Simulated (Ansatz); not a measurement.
```cif
data_structure
_symmetry_space_group_name_H-M 'P 1'
_symmetry_Int_Tables_number 1
_cell_length_a 6.8055
_cell_length_b 6.8055
_cell_length_c 6.8055
_cell_angle_alpha 79.477
_cell_angle_beta 79.477
_cell_angle_gamma 79.477
_cell_volume 301.03
loop_
_atom_site_label
_atom_site_type_symbol
_atom_site_fract_x
_atom_site_fract_y
_atom_site_fract_z
_atom_site_occupancy
Ti1 Ti 0.14073 0.47181 0.13827 1
Ti2 Ti 0.80532 0.47181 0.47368 1
Ti3 Ti 0.47254 0.13999 0.13829 1
Ti4 Ti 0.46815 0.46740 0.80110 1
Ti5 Ti 0.14095 0.14021 0.47390 1
Ti6 Ti 0.81046 0.80972 0.14340 1
Ti7 Ti 0.80533 0.13999 0.80549 1
Ti8 Ti 0.47255 0.80459 0.47368 1
Ti9 Ti 0.14073 0.80459 0.80550 1
Ti10 Ti 0.19295 0.19221 0.86181 1
Ti11 Ti 0.86177 0.19428 0.19471 1
Ti12 Ti 0.52173 0.86816 0.85467 1
Ti13 Ti 0.52887 0.19222 0.52590 1
Ti14 Ti 0.19501 0.86105 0.19473 1
Ti15 Ti 0.86892 0.52099 0.85466 1
Ti16 Ti 0.86178 0.86104 0.52795 1
Ti17 Ti 0.52171 0.52099 0.20185 1
Ti18 Ti 0.19295 0.52813 0.52588 1
H1 H 0.67373 0.67298 0.00667 1
```

Computed without spin polarisation.

All numbers below come from Ansatz, DFT PBEsol, scalar-relativistic, plane waves, PAW.

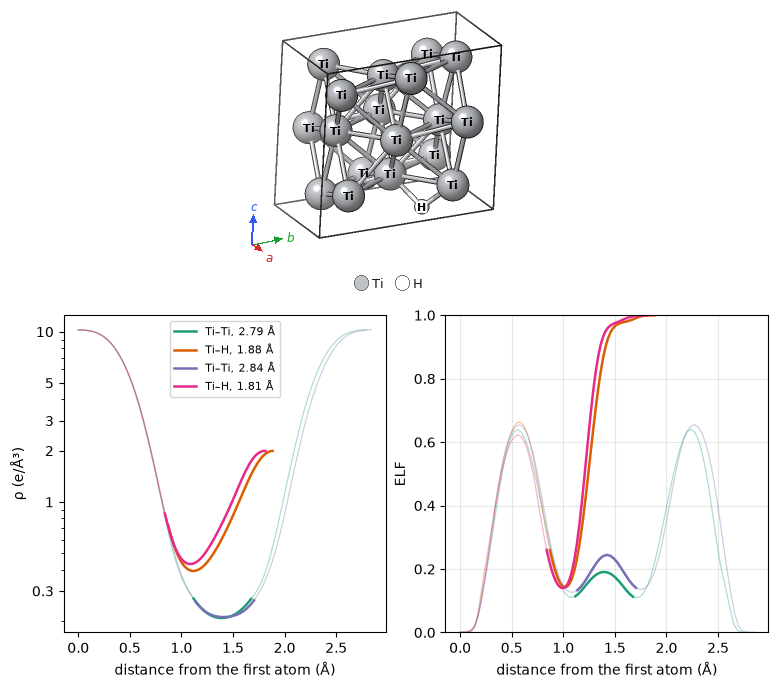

Ti18H (cell with a defect). Valence charge density (pseudo) and ELF along straight lines between neighbouring atoms. Thin, pale parts lie inside the atomic spheres. The structure is drawn too.

Core electrons are frozen (PAW), and the valence fields are smoothed inside the atomic spheres.

> What can be read from the curves?

Ti–Ti (2.79 Å): ρ at the midpoint is about 0.21 e/Å³; the ELF is about 0.20 at the midpoint: no shared electron pair shows on this line.
Ti–H (1.88 Å): ρ at the midpoint is about 0.53 e/Å³; the ELF climbs to about 1 towards the hydrogen.
Ti–Ti (2.84 Å): ρ at the midpoint is about 0.21 e/Å³; the ELF is about 0.25 at the midpoint: no localised pair shows between them.
Ti–H (1.81 Å): ρ at the midpoint is about 0.61 e/Å³; the ELF climbs to about 1 towards the hydrogen.
